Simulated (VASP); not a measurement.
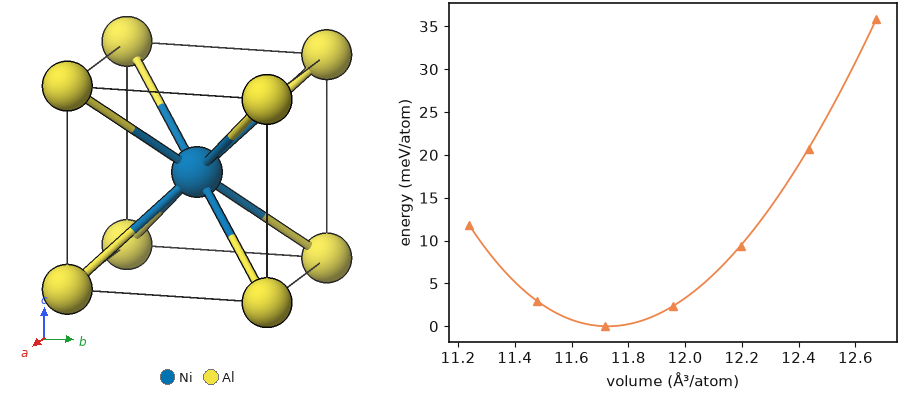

Caption: Energy against volume for AlNi, space group Pm-3m (No. 221). The conventional cell is drawn beside the plot.

A third-order Birch–Murnaghan fit gives V0 = 11.73 Å³/atom, B0 = 173 GPa and B′ = 4.4. The energy is 11.85 meV/atom at volume 11.24 Å³/atom and 35.86 meV/atom at 12.67 Å³/atom; the lowest computed point is at volume 11.72 Å³/atom (0.00 meV/atom), in a single well.

Computed with VASP 6.6.1: plane-wave DFT, collinear spins; energies at scaled volumes of the given cell, shape and fractions fixed, counted from the fit's minimum, third-order Birch-Murnaghan fit. Level: PBEsol, collinear spin.

- k mesh: 9×9×9
- occupations: Fermi–Dirac
- smearing width: 0.05 eV
- potentials: VASP PAW PBE potentials, recommended
- wave cutoff: 520 eV

Starting cell:
```
CELL_PARAMETERS angstrom
2.88100 0.00000 0.00000
0.00000 2.88100 0.00000
0.00000 0.00000 2.88100
ATOMIC_POSITIONS crystal
Ni 0.50000 0.50000 0.50000
Al 0.00000 0.00000 0.00000
```
